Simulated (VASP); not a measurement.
# GaAs(110): relaxation, ionisation energy and affinity

Where do the bulk band edges lie against the vacuum outside GaAs(110)?

Main program and level: VASP 6.6.1; PBEsol; plane waves and PAW (Ga, As).

The experiments to compare with:

“Investigation of Radiation Effect on Structural and Optical Properties of GaAs under High-Energy Electron Irradiation” (2022, pmc:9457441) reports for GaAs, zincblende, by high-resolution XRD, reciprocal space mapping (commercial semi-insulating (001) wafer, relaxed): lattice constant a (cubic a from (004) reciprocal space maps; peak position was aligned …) 5.653 Å [Peak position aligned to 66.049 deg for all samples, so the value is effectively fixed by …].

For GaAs, zincblende (semi-insulating GaAs(001) reference substrate with native oxide, 300 K), “Evidence of valence band perturbations in GaAsN/GaAs(001): A combined variable-angle spectroscopic ellipsometry and modulated photoreflectance investigation” (2008, arxiv:0805.2212) gives, by variable-angle spectroscopic ellipsometry, parametric critical-point fit: band gap (direct gap E0 at Gamma from ellipsometry) 1.412 ± 0.01 eV.

Report form: the programs' logs are mostly left out.

## (1) Starting point

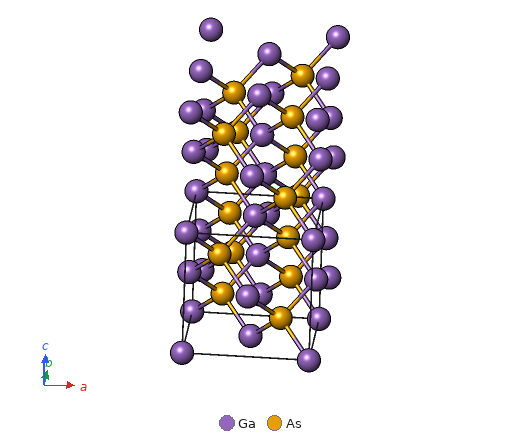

Start, viewed slightly off an axis; gallium purple, arsenic orange. 1×2×2 cells are drawn. This picture shows the conventional cell, with its axes. Bonds to atoms that aren't drawn are left out. Some periodic images of atoms are drawn too.

## (2) Relaxing the bulk crystal

First cell and atoms are relaxed at a raised cutoff, so that later runs start from this functional's own cell.

Contents of INCAR:

```
SYSTEM = GaAs
PREC = Accurate
ENCUT = 350
EDIFF = 1E-06
NELM = 120
ISMEAR = 0
SIGMA = 0.03
LREAL = .FALSE.
ALGO = Normal
GGA = PS
NBANDS = 10
LORBIT = 11
LWAVE = .FALSE.
LCHARG = .FALSE.
KPAR = 4
LASPH = .TRUE.
IBRION = 2
NSW = 40
ISIF = 3
EDIFFG = -0.02
POTIM = 0.4
```

Contents of POSCAR:

```
GaAs
1.0
    0.0000000000      2.8250000000      2.8250000000
    2.8250000000      0.0000000000      2.8250000000
    2.8250000000      2.8250000000      0.0000000000
Ga As
1 1
Direct
    0.0000000000      0.0000000000      0.0000000000
    0.2500000000      0.2500000000      0.2500000000
```

Contents of KPOINTS:

```
Automatic mesh
0
Gamma
6 6 6
0 0 0
```

PAW data sets: Ga and As (PBE family, release 64).

Launch:

```bash
$ mpirun -np 4 vasp_std
```

The job ended after 3.6 s (4 MPI ranks of Intel Xeon 6975P-C (Granite Rapids), shared host; peak memory 0.52 GiB; 12 s of CPU time).

The PAW data sets were made with PBE, which is usual practice but a small mismatch for other functionals. The data set Ga keeps the semicore shell frozen, which is cheaper and a little less accurate. The run keeps the 24 symmetry operations of its start, so it cannot find a distortion of lower symmetry.

Relaxation path:

| step | energy less that of the first step (eV) | largest force (eV/Å) | pressure (GPa) | volume (Å³) |
| --- | --- | --- | --- | --- |
| 1 | 0.0000 | 0.0000 | 1.25 | 45.09 |
| 2 | -0.0028 | 0.0000 | -0.24 | 46.02 |
| 3 | -0.0029 | 0.0000 | 0.01 | 45.86 |

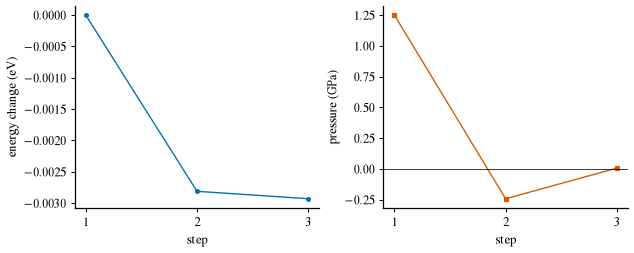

Energy and pressure along the relaxation.

| conventional cell, symmetrised | before | after | change |
| --- | --- | --- | --- |
| a (Å) | 5.650 | 5.682 | +0.6 % |
| b (Å) | 5.650 | 5.682 | +0.6 % |
| c (Å) | 5.650 | 5.682 | +0.6 % |
| volume (Å³/atom) | 22.55 | 22.93 | +1.7 % |

Final coordinates:

```
Ga As
1.0
     0.00000    2.84089    2.84089
     2.84089    0.00000    2.84089
     2.84089    2.84089    0.00000
Ga As
1 1
Direct
  0.00000 0.00000 0.00000
  0.25000 0.25000 0.25000
```

Numbers from this step:

```
electronic cycles   : 23
electrons           : 8
free energy (TOTEN) : -9.053 eV
Fermi energy        : 2.678 eV
```

The run ended after 3 ionic steps, 0.003 eV below its first step, once forces and stress met EDIFFG = -0.02.

## (3) Band edges of the bulk

A static bulk run at the slab's cutoff gives the band edges and the core potentials that tie them to the slab.

Contents of INCAR:

```
SYSTEM = GaAs
PREC = Normal
ENCUT = 320
EDIFF = 1E-06
NELM = 120
ISMEAR = 0
SIGMA = 0.03
LREAL = .FALSE.
ALGO = Normal
GGA = PS
NBANDS = 10
LORBIT = 11
LWAVE = .FALSE.
LCHARG = .FALSE.
KPAR = 4
LASPH = .TRUE.
```

Contents of POSCAR:

```
GaAs
1.0
    0.0000000000      2.8408934113      2.8408934113
    2.8408934113      0.0000000000      2.8408934113
    2.8408934113      2.8408934113      0.0000000000
Ga As
1 1
Direct
    0.0000000000      0.0000000000      0.0000000000
    0.2500000000      0.2500000000      0.2500000000
```

Contents of KPOINTS:

```
Automatic mesh
0
Gamma
13 13 13
0 0 0
```

Launch:

```bash
$ mpirun -np 4 vasp_std
```

Run time: 2.4 s. Hardware: 4 MPI ranks; peak memory 0.49 GiB; 7.7 s of CPU time.

The gap is read on the k-mesh alone, so it is an upper bound where the band edges lie off the mesh.

Numbers from this step:

```yaml
electronic_cycles: 12
free_energy_toten: -9.079 eV
fermi_energy: 2.684 eV
metallic: no
gap_on_the_k_mesh: 0.4041 eV
least_direct_gap_on_the_k_mesh: 0.4041 eV
```

## (4) Relaxing the slab

System of this step: GaAs(110). The cell holds 18 atoms: 9 Ga and 9 As. Cell: a = 4.018 Å, b = 5.682 Å, c = 32.071 Å, α = 90.0°, β = 90.0°, γ = 90.0°. It derives from GaAs. 9 layers, cut at this functional's lattice. Vacuum lies along c.

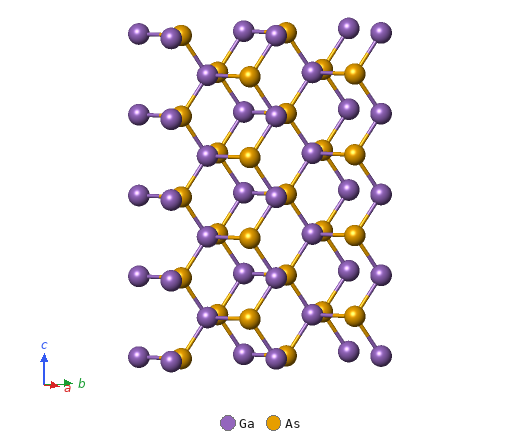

The cell of this step (gallium purple, arsenic orange). 1×2×1 cells are drawn. Some periodic images of atoms are drawn too.

All atoms relax at the fixed cell.

Contents of INCAR:

```
SYSTEM = GaAs
PREC = Normal
ENCUT = 320
EDIFF = 1E-05
NELM = 120
ISMEAR = 0
SIGMA = 0.03
LREAL = Auto
ALGO = Fast
GGA = PS
NBANDS = 54
LORBIT = 11
LWAVE = .FALSE.
LCHARG = .FALSE.
KPAR = 2
NCORE = 2
LASPH = .TRUE.
IBRION = 2
NSW = 60
ISIF = 2
EDIFFG = -0.03
POTIM = 0.4
MAXMIX = 40
IDIPOL = 3
LDIPOL = .TRUE.
DIPOL = 0.5 0.5 0.5
```

Contents of POSCAR:

```
GaAs
1.0
    4.0176299915      0.0000000000      0.0000000000
    0.0000000000      5.6817868226      0.0000000000
    0.0000000000      0.0000000000     32.0705199661
Ga As
9 9
Direct
    0.0000000000      0.0000000000      0.2494502700
    0.5000000000      0.5000000000      0.3120877100
    0.0000000000      0.0000000000      0.3747251400
    0.5000000000      0.5000000000      0.4373625700
    0.0000000000      0.0000000000      0.5000000000
    0.5000000000      0.5000000000      0.5626374300
    0.0000000000      0.0000000000      0.6252748600
    0.5000000000      0.5000000000      0.6879122900
    0.0000000000      0.0000000000      0.7505497300
    0.0000000000      0.7500000000      0.3120877100
    0.5000000000      0.2500000000      0.2494502700
    0.0000000000      0.7500000000      0.4373625700
    0.5000000000      0.2500000000      0.3747251400
    0.0000000000      0.7500000000      0.5626374300
    0.5000000000      0.2500000000      0.5000000000
    0.0000000000      0.7500000000      0.6879122900
    0.5000000000      0.2500000000      0.6252748600
    0.5000000000      0.2500000000      0.7505497300
```

Contents of KPOINTS:

```
Automatic mesh
0
Gamma
6 4 1
0 0 0
```

Launch:

```bash
$ mpirun -np 4 vasp_std
```

Elapsed: 3.9 min, on 4 MPI ranks; peak memory 0.96 GiB; 15 min of CPU time.

The run keeps the 4 symmetry operations of its start, so it cannot find a distortion of lower symmetry.

The steps of the relaxation (22 of 23):

| step | energy less that of the first step (eV) | largest force (eV/Å) |
| --- | --- | --- |
| 1 | 0.0000 | 1.6569 |
| 2 | -0.3684 | 1.3902 |
| 3 | -0.8017 | 0.9123 |
| 4 | -0.8201 | 1.0361 |
| 5 | -1.1472 | 0.7608 |
| 6 | -1.3265 | 0.6305 |
| 7 | -1.3956 | 0.2766 |
| 8 | -1.3962 | 0.2365 |
| 9 | -1.4160 | 0.1661 |
| 10 | -1.4247 | 0.1585 |
| 11 | -1.4351 | 0.0867 |
| 13 | -1.4393 | 0.0738 |
| 14 | -1.4394 | 0.0833 |
| 15 | -1.4419 | 0.0773 |
| 16 | -1.4421 | 0.0864 |
| 17 | -1.4446 | 0.0438 |
| 18 | -1.4448 | 0.0533 |
| 19 | -1.4459 | 0.0375 |
| 20 | -1.4459 | 0.0542 |
| 21 | -1.4466 | 0.0330 |
| 22 | -1.4466 | 0.0371 |
| 23 | -1.4470 | 0.0201 |

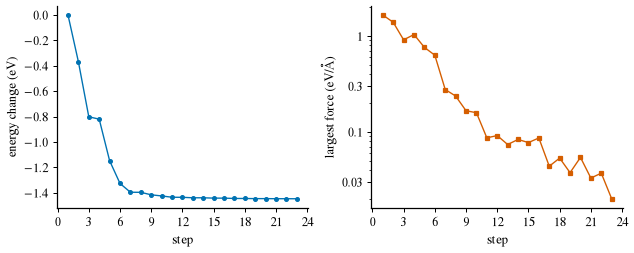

Energy and largest force along the relaxation.

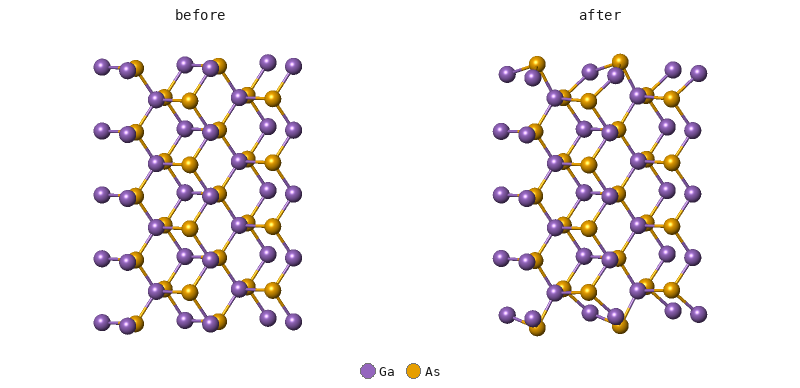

Before and after, at one scale.

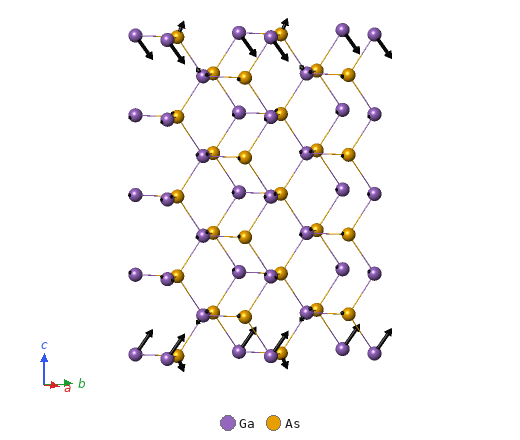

Displacements in the relaxation, exaggerated; the longest in the cell stands for 0.58 Å. 1×2×1 cells are drawn. Some periodic images of atoms are drawn too.

The atoms that moved most (Å):

| atom | dx | dy | dz | length |
| --- | --- | --- | --- | --- |
| Ga9 | 0.000 | 0.351 | -0.459 | 0.578 |
| Ga1 | 0.000 | 0.351 | 0.459 | 0.578 |
| As18 | 0.000 | 0.112 | 0.254 | 0.278 |
| As11 | 0.000 | 0.112 | -0.254 | 0.278 |
| Ga8 | 0.000 | -0.090 | 0.102 | 0.136 |
| Ga2 | 0.000 | -0.090 | -0.102 | 0.136 |
| As10 | 0.000 | -0.083 | 0.016 | 0.084 |
| As16 | 0.000 | -0.083 | -0.016 | 0.084 |

Final coordinates:

```xyz
18
Lattice="4.0176 0.0000 0.0000 0.0000 5.6818 0.0000 0.0000 0.0000 32.0705" Properties=species:S:1:pos:R:3
Ga    0.0000    0.3510    8.4595
Ga    2.0088    2.7505    9.9070
Ga    0.0000   -0.0558   12.0391
Ga    2.0088    2.7745   14.0112
Ga    0.0000   -0.0561   16.0353
Ga    2.0088    2.7745   18.0593
Ga    0.0000   -0.0558   20.0314
Ga    2.0088    2.7505   22.1636
Ga    0.0000    0.3510   23.6111
As    0.0000    4.1785   10.0245
As    2.0088    1.5326    7.7461
As    0.0000    4.1962   14.0359
As    2.0088    1.3744   11.9826
As    0.0000    4.1962   18.0346
As    2.0088    1.3634   16.0353
As    0.0000    4.1785   22.0460
As    2.0088    1.3744   20.0879
As    2.0088    1.5326   24.3244
```

This step gave:

```
electronic cycles              : 165
electrons                      : 72
free energy (TOTEN)            : -79.6929 eV
Fermi energy                   : -0.5558 eV
dipole moment                  : 0, 0, 0 e·Å
gap on the k-mesh              : 0.7935 eV
least direct gap on the k-mesh : 0.8173 eV
```

The run ended after 23 ionic steps, 1.447 eV below its first step, once the forces on the free atoms met EDIFFG = -0.03.

## (5) Vacuum level and density of states

A static run writes the electrostatic potential without exchange and correlation (LVHAR), which is flat in the vacuum and gives the level to count from. The dipole correction cancels the field that unlike faces would set up across the vacuum.

Contents of INCAR:

```
SYSTEM = GaAs
PREC = Normal
ENCUT = 320
EDIFF = 1E-06
NELM = 120
ISMEAR = 0
SIGMA = 0.03
LREAL = Auto
ALGO = Fast
GGA = PS
NBANDS = 54
LORBIT = 11
LWAVE = .FALSE.
LCHARG = .TRUE.
KPAR = 2
LASPH = .TRUE.
IDIPOL = 3
LDIPOL = .TRUE.
DIPOL = 0.5 0.5 0.5
LVHAR = .TRUE.
LVACPOTAV = .TRUE.
NEDOS = 1500
```

Contents of POSCAR:

```
GaAs
1.0
    4.0176299915      0.0000000000      0.0000000000
    0.0000000000      5.6817868226      0.0000000000
    0.0000000000      0.0000000000     32.0705199661
Ga As
9 9
Direct
    0.0000000000      0.0617842839      0.2637768918
    0.5000000000      0.4840829619      0.3089119554
    0.0000000000      0.9901801589      0.3753937028
    0.5000000000      0.4883186012      0.4368877148
    0.0000000000      0.9901203901      0.5000000000
    0.5000000000      0.4883186012      0.5631122852
    0.0000000000      0.9901801589      0.6246062972
    0.5000000000      0.4840829619      0.6910880446
    0.0000000000      0.0617842839      0.7362231082
    0.0000000000      0.7354239779      0.3125765378
    0.5000000000      0.2697455794      0.2415346514
    0.0000000000      0.7385292199      0.4376571305
    0.5000000000      0.2418927064      0.3736331173
    0.0000000000      0.7385292199      0.5623428695
    0.5000000000      0.2399646309      0.5000000000
    0.0000000000      0.7354239779      0.6874234622
    0.5000000000      0.2418927064      0.6263668827
    0.5000000000      0.2697455794      0.7584653486
```

KPOINTS is that of step 4.

Contents of KPOINTS_OPT:

```
Line mode
14
Line-mode
Reciprocal
  0.00000000   0.00000000   0.00000000 GAMMA
  0.50000000   0.00000000   0.00000000 X

  0.50000000   0.00000000   0.00000000 X
  0.50000000   0.50000000   0.00000000 S

  0.50000000   0.50000000   0.00000000 S
  0.00000000   0.50000000   0.00000000 Y

  0.00000000   0.50000000   0.00000000 Y
  0.00000000   0.00000000   0.00000000 GAMMA

  0.00000000   0.00000000   0.00000000 GAMMA
  0.50000000   0.50000000   0.00000000 S
```

Launch:

```bash
$ mpirun -np 4 vasp_std
```

The job ended after 1.7 min (4 MPI ranks; peak memory 1.2 GiB).

This step gave:

```
electronic cycles                                 : 22
Fermi energy                                      : -0.609 eV
least gap on mesh and path                        : 0.7935 eV
least direct gap on mesh and path                 : 0.8173 eV
vacuum levels                                     : 4.173, 4.173 eV
ionisation potentials of the upper and lower face : 4.913, 4.913 eV
electron affinities of the upper and lower face   : 4.119, 4.119 eV
```

Electronic bands along the path, in eV, zero at the valence-band top; v1 is the highest filled band, c1 the lowest empty one:

| point | v4 | v3 | v2 | v1 | c1 | c2 | c3 | c4 |
| --- | --- | --- | --- | --- | --- | --- | --- | --- |
| Γ | -0.33 | -0.23 | -0.10 | 0.00 | 0.82 | 1.46 | 1.51 | 1.64 |
| X | -1.72 | -1.41 | -1.18 | -1.00 | 0.79 | 0.85 | 1.63 | 1.77 |
| S | -1.33 | -1.21 | -0.89 | -0.81 | 0.90 | 1.49 | 1.52 | 2.53 |
| Y | -1.04 | -1.01 | -0.92 | -0.88 | 0.97 | 1.16 | 1.20 | 1.63 |
| Γ | -0.33 | -0.23 | -0.10 | 0.00 | 0.82 | 1.46 | 1.51 | 1.64 |
| S | -1.33 | -1.21 | -0.89 | -0.81 | 0.90 | 1.49 | 1.52 | 2.53 |

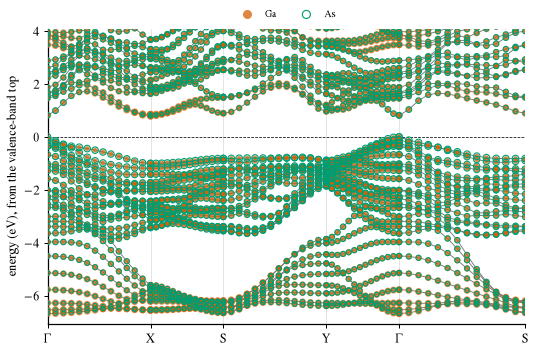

Electronic bands along the path; dots are coloured as in the legend, and their area grows with the weight.

The planar average of the electrostatic potential oscillates, so the rows of the table below give means over windows of 2.06 Å about each position, cut where the curve ends. Its maxima inside the range that stand out by 2 % of the span (Å: eV): 8.7: -0.327, 11.0: 0.416, 13.1: 0.092, 15.0: 0.16, 16.0: -3.83, 17.1: 0.16, 19.0: 0.092, 21.1: 0.416, 23.4: -0.327. Its minima: 7.9: -4.03, 10.2: -4.36, 11.7: -4.10, 14.3: -4.11, 15.8: -4.03, 16.3: -4.03, 17.8: -4.11, 20.4: -4.10, 21.9: -4.36, 24.2: -4.03.

Zero at the Fermi level. Planar average of the electrostatic potential against height; means over each step:

| height (Å) | planar average of the electrostatic potential (eV) |
| --- | --- |
| 1.03 | 4.78 |
| 3.09 | 4.78 |
| 5.15 | 4.73 |
| 7.21 | 0.102 |
| 9.27 | -2.68 |
| 11.33 | -2.61 |
| 13.39 | -2.58 |
| 15.45 | -2.64 |
| 17.51 | -2.63 |
| 19.57 | -2.56 |
| 21.63 | -2.74 |
| 23.69 | -2.26 |
| 25.75 | 3.50 |
| 27.81 | 4.78 |
| 29.87 | 4.78 |
| 31.93 | 4.78 |

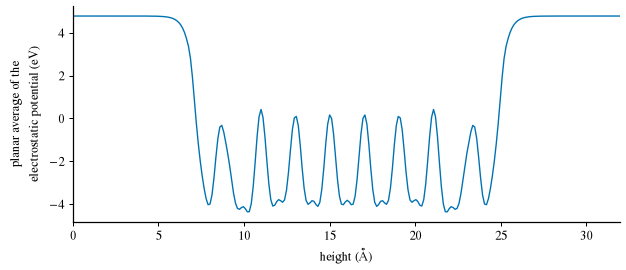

Planar average of the electrostatic potential, plotted against height.

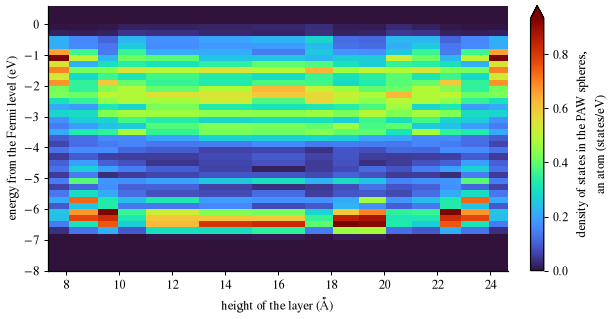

Density of states in the PAW spheres, an atom over height of the layer and energy from the Fermi level.

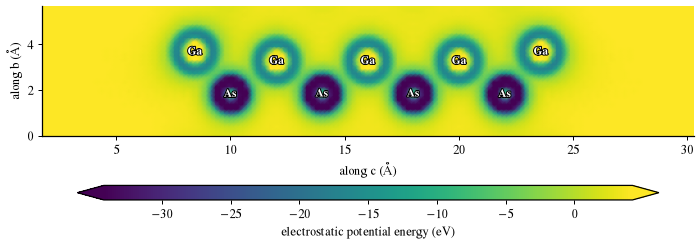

Electrostatic potential energy in the cb plane at fractional x = 0.000, with atoms of Ga and As within 0.2 Å of it. With pseudopotentials it is smooth inside the atoms' cores, unlike the true potential. The map starts off the cell's origin, so that atoms lie inside it. The far vacuum is left out of the map.

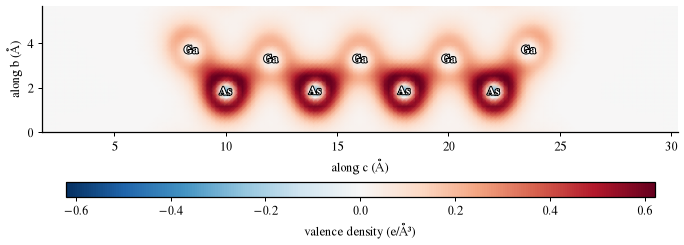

Valence density in the cb plane at fractional x = 0.000, with atoms of Ga and As within 0.2 Å of it. It is the smooth field of the valence electrons, not physical close to the nuclei. The map starts off the cell's origin, so that atoms lie inside it. The far vacuum is left out of the map.

The map of layer states is cut here 0.5 eV above the Fermi level, so it leaves out the states above that.

The vacuum level lies 4.91 eV above the highest filled level at the upper face; both faces agree, as the slab has next to no dipole.

The program found no field-free point at its default tolerance, but its printed level agrees with the flat part of the planar average.

## (6) Lining up bulk and slab

This step: band edges against the vacuum, PBEsol; plane waves and PAW (VASP 6.6.1).

Derived from the runs above.

This step gave:

* ionisation energy: 4.895 eV
* offset spread: 0.009300 eV
* bulk gap: 0.4041 eV
* slab gap: 0.7935 eV
* electron affinity: 4.491 eV
* buckling: 0.7133 Å
* tilt: 31.12 degree
* surface energy, relaxed: 0.7087 J/m²

The averaged core potentials of the four middle atoms lie -3.221 eV from those of the bulk run. The bulk valence top (2.499 eV), moved by that offset, is taken from the upper vacuum level (4.173 eV).

## (7) Results

| Item | Value |
| --- | --- |
| ionisation energy | 4.90 eV |
| electron affinity | 4.49 eV |
| buckling | 0.713 Å |
| surface energy, relaxed | 0.709 J/m² |

**Reading.** The bulk valence-band top lies 4.90 eV below the vacuum of GaAs(110), and the conduction-band bottom 4.49 eV. The top layer buckles by 0.71 Å, a tilt of 31°, with As outermost, as the anion takes the dangling-bond electrons and the cation flattens towards sp². The surface costs 0.71 J/m². The slab's least gap is 0.79 eV, against 0.40 eV in the bulk. Confinement widens it, surface states can narrow it, and the two gaps need not lie at the same wave vector; the faces' own affinities count to the slab's lowest empty state. The offsets of the four middle atoms spread by 0.01 eV; a shift common to all four would not show in it. One thickness was run. Semilocal band edges put the valence top too high and the gap too small. Spin-orbit coupling, left out here, would raise the valence top further.

Calculation against experiment:

| quantity | measured | PBEsol |
| --- | --- | --- |
| lattice constant a (Å) | 5.653 | 5.682 (+0.5 %) |
| band gap (direct gap) (eV) | 1.412 | 0.40 (-1.01 eV) |

Measured values from pmc:9457441 (2022) and arxiv:0805.2212 (2008).

**Verdict.** The lattice constant a is off by +0.5 %: good agreement. The band gap is off by -1.01 eV: a clear miss. Local and semilocal functionals usually give gaps below the measured ones. Zero-point and thermal motion shift the measured gap. The grades are ours: good and fair within 0.7 and 1.5 % for the lattice constant a. For lattice constants the calculation has a static lattice, without zero-point motion or thermal expansion. As a rule both would widen the computed cell, so the excess over experiment is if anything larger than shown.

[Lines on the potential files, build, host, timing and source positions are cut from VASP's logs without a mark.]

[Logs are printed without paths, hosts, clocks, repeated set-up lines and the standing remarks that a program may print on its own settings, such as how far it seeks lower states.]

[Hosts, paths, dates, database ids (printed as entryN), source tags and the programs' standing remarks are cut or masked in the printed files.]

[Runs that stopped without an error message from VASP are left out.]
